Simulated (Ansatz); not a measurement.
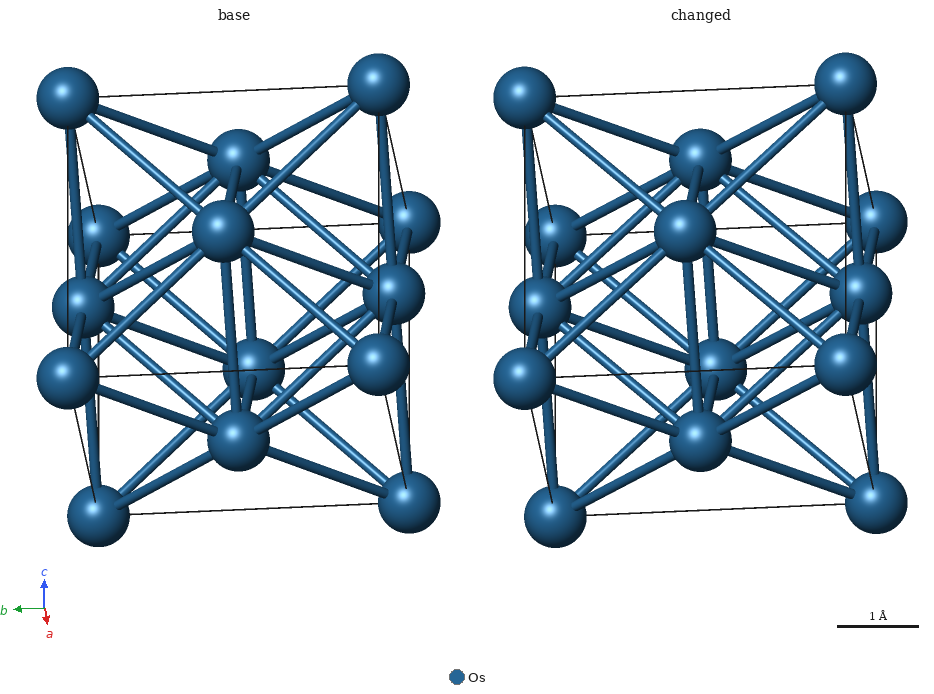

Left: a symmetric starting cell of Os. Right: the same structure after one change, at the same scale. The picture is a ball-and-stick view of the conventional cell (4 times the calculation's cell), seen from a free direction. Lengths and directions refer to the drawn axes.

The calculation used DFT PBE, scalar-relativistic, plane waves, PAW (Ansatz 0.2.0). (plane-wave cutoff 420 eV; k-point mesh 16 × 16 × 16; occupations gaussian; smearing width 0.1 eV; no spin polarisation)

**What distinguishes the right structure from the left one?**

The cell is strained by +3.3 % along b and +0.3 % across it (volume +3.9 %), the atoms keeping their fractional coordinates. No relaxation follows. The starting cell wasn't computed here and needn't be at equilibrium, so pressure and forces aren't due to the change alone.

**What does the change do?**

The pressure is −21.4 GPa (not all of it need come from the change, since the unchanged cell can be under pressure at this level too). The principal stresses (compression positive) are −27.0 GPa along b and −18.6 GPa across it. All forces vanish by symmetry. Some distances before and after: Os–Os 2.751 → 2.759 to 2.800 Å. The space group (tolerance 0.01 Å) goes from Fm-3m (No. 225) to I4/mmm (No. 139).
